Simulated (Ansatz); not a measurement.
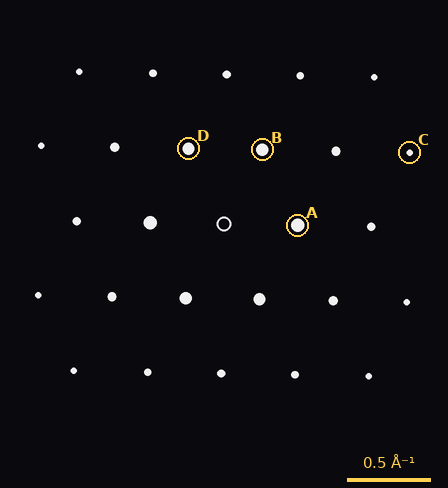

Kinematic zone-axis pattern, calculated for 200 keV electrons with B = 0.8 Å². The zone axis points towards the electron source and the pattern is seen from the source side.

The sample is K, space group P6/mmm (No. 191), a = 7.80 Å, c = 4.63 Å (hexagonal axes). Structure: coordinates from a relaxation with DFT, RPBE, plane waves (420 eV) with PAW, scalar-relativistic (Ansatz 0.2.0); the starting structure was generated, so it need not be a known form of this composition.

```json
{"atom": "K", "site": "1a", "symmetry": "6/mmm", "x": "0.0000", "y": "0.0000", "z": "0.0000"}
{"atom": "K", "site": "2d", "symmetry": "-6m2", "x": "0.3333", "y": "0.6667", "z": "0.5000"}
```

Spot A is indexed 0 -3 0 and spot B 1 -2 -2.

### What are the indices of the remaining marked spots?

C = 2A + B = 1 -8 -2 (d = 0.834 Å). D = −A + B = 1 1 -2 (d = 1.991 Å).

### Which zone axis is this?

The cross product of A and B is parallel to [201]; every spot obeys hu + kv + lw = 0.
